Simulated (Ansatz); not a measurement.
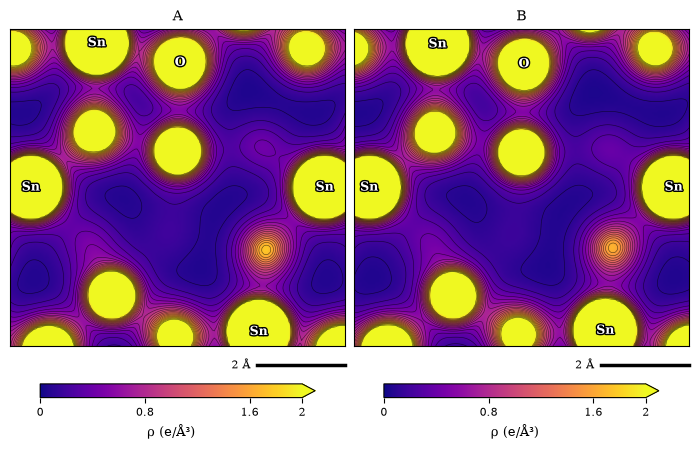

SnO2. The valence electron density of two cells that differ in size and shape, on the (111) plane of each (indices in the axes of the calculation cell), at one length scale and on one colour scale: B has 10.9 Å³ an atom and A 10.4.

Level of theory: DFT PBE, scalar-relativistic, plane waves, PAW in Ansatz 0.2.0.

What changes from the larger cell to the smaller?

From the larger cell to the smaller, Sn–O goes from 2.01 to 1.95 Å, and the density at its midpoint from 0.7 to 0.81 e/Å³; the pressure goes from 32 to 49 GPa; the Kohn–Sham gap goes from 2.4 eV to 3.1 eV.

PAW datasets: the set soft_1.
